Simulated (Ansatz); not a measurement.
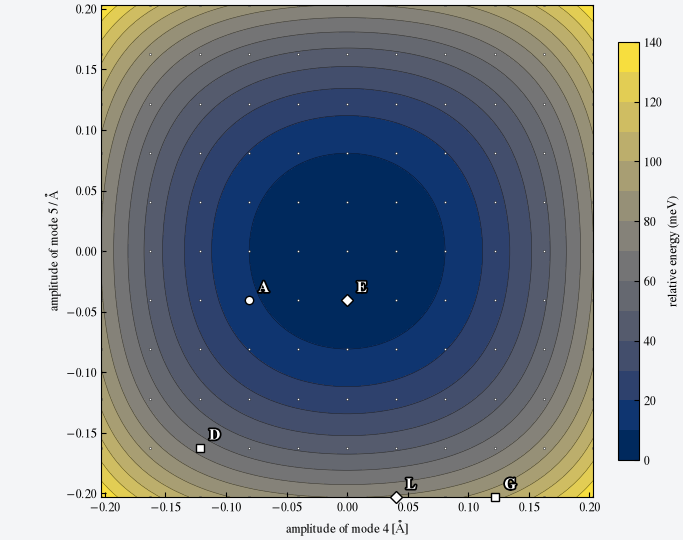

CdS (Fm-3m, No. 225; 2 atoms in the cell). 
- The energy is mapped over two normal modes frozen in (zone-centre modes of the 2-atom cell of this scan).
- The first coordinate is: amplitude of mode 4 (139 cm⁻¹), largest displacement; the second: amplitude of mode 5 (139 cm⁻¹), largest displacement.
- Nothing is relaxed (the cell and all other modes fixed).
- Grid: 11 × 11 points; 21 points were computed and 100 follow by symmetry.
- Points are written as (first, second).
- Energies: meV per cell, counted from the lowest grid point.
- The calculation used DFT r2SCAN, scalar-relativistic, plane waves, PAW (Ansatz 0.2.0). Settings: cutoff 500 eV, k-mesh 8×8×8, gaussian smearing 0.05 eV, no spin polarisation.

Drawn: filled contours, dots at the grid points, lettered points. Between grid points the surface is interpolated.

Rank the lettered points by energy, lowest first.

E (2.4 meV), A (12 meV), D (66 meV), L (81 meV), G (97 meV).

What kind of point is each of A, D: minimum, saddle, maximum or slope?

A: on a slope; D: on a slope. (In these two coordinates alone; a stationary point may lie a little off the grid point.)
